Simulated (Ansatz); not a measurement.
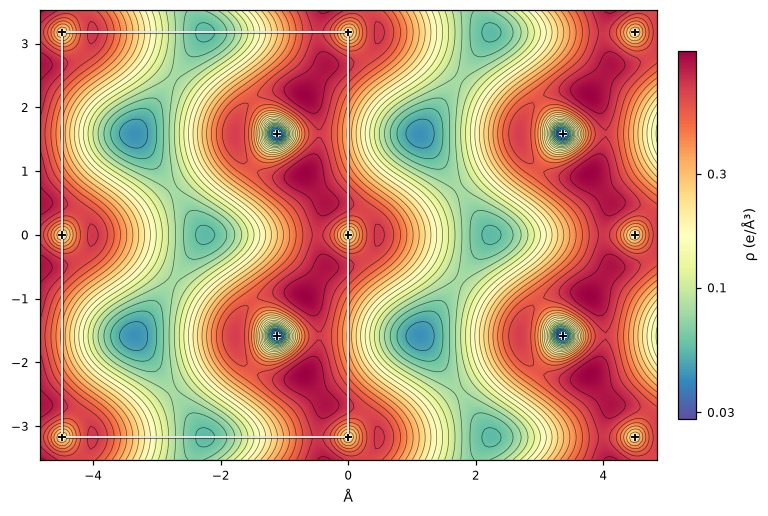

The valence pseudo-density on a plane through atoms (crosses mark nuclei in the plane).

These are results of Ansatz 0.2.0, DFT, LDA, PAW with Ansatz's default frozen-core files, scalar-relativistic; relaxation of cell and atoms, not measurements.

Candidates:
A. AlN, a = 4.34 Å, b = 4.34 Å, c = 4.34 Å, α = 90.00°, β = 90.00°, γ = 90.00°. Space group F-43m; a structure from a database of computed crystals, not necessarily the ambient phase.
B. BP, a = 4.49 Å, b = 4.49 Å, c = 4.49 Å, α = 90.00°, β = 90.00°, γ = 90.00°. Space group F-43m.
C. KBr, a = 6.38 Å, b = 6.38 Å, c = 6.38 Å, α = 90.00°, β = 90.00°, γ = 90.00°. Space group Fm-3m.

**Which system is this?**

Candidate B: BP on the (110) plane of the conventional cell, which holds B and P. B–P (1.94 Å): ρ is about 0.91 e/Å³ halfway.
